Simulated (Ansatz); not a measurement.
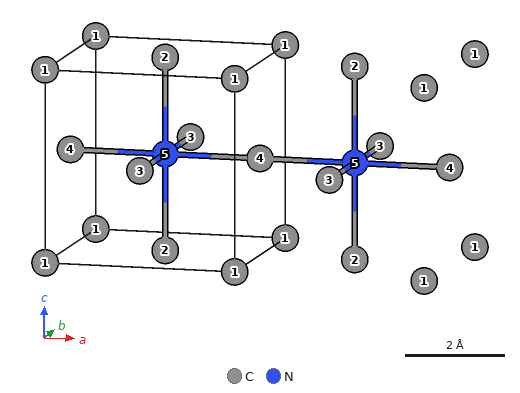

Starting structure of solid C₄N (a generated structure, set up in Pm-3m) (coarse preliminary run). The picture is a ball-and-stick view of the cell of the calculation, repeated 2 × 1 × 1 with one cell outlined, seen slightly off an axis.

Computed with DFT PBE, scalar-relativistic, plane waves, PAW (Ansatz).

The input:
```yaml
crystal:
  lattice:
    - [3.96888008, 0.0, 0.0]
    - [0.0, 3.96888008, 0.0]
    - [0.0, 0.0, 3.96888008]
  atoms:
    - { symbol: C, position: [0.0, 0.0, 0.0] }
    - { symbol: C, position: [0.5, 0.5, 0.0] }
    - { symbol: C, position: [0.5, 0.0, 0.5] }
    - { symbol: C, position: [0.0, 0.5, 0.5] }
    - { symbol: "N", position: [0.5, 0.5, 0.5] }
basis:
  ecutwfc: 420
kpoints:
  mp_grid: { grid: [4, 4, 4] }
hamiltonian:
  xc: pbe
scf:
  occupations: { method: gaussian, width: 0.1 }
  lower_state_search: "off"
output:
  forces: true
  stress: true
  eigenvalues: true
relax:
  adjacent_minimum: "off"
  f_tol: 0.04
  max_steps: 70
  cell: { stress_tol: 0.4 }
```

Launched with:
```bash
ansatz run input.yaml --threads 1 --pin off --max-ram 2560MiB --backend cpu --events-out ev --progress --plain --runs-dir out
```

### What does the optimiser find from here?

No atom moves by more than 0.005 Å relative to the cell. The drawn cell changes as follows: a = b = c 3.969 → 3.331 Å (−16.1 %); the volume changes by −40.9 %. Among the contacts that change: C2–N5 1.984 → 1.666 Å. The space group stays Pm-3m (No. 221). After 4 accepted moves (5 points after the start) the energy has fallen by 705 meV per atom. All forces vanish by symmetry, so only the cell relaxes. Pressure: −27.46 GPa at the start and −0.38 GPa at the end. The SCF was repeated once at an unchanged geometry on a basis and grid sized afresh for the cell, which shifted the energy by 3.1 meV per atom at most.

Final geometry:

```
CELL_PARAMETERS angstrom
3.33130 0.00000 0.00000
0.00000 3.33130 0.00000
0.00000 0.00000 3.33130
ATOMIC_POSITIONS crystal
C 0.00000 0.00000 0.00000
C 0.50000 0.50000 0.00000
C 0.50000 0.00000 0.50000
C 0.00000 0.50000 0.50000
N 0.50000 0.50000 0.50000
```

The end point in the same view:

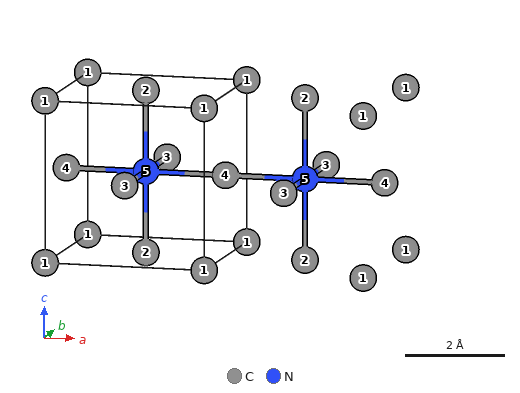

Limits of the set-up: the k-point mesh is coarse for a cell with partly filled bands.
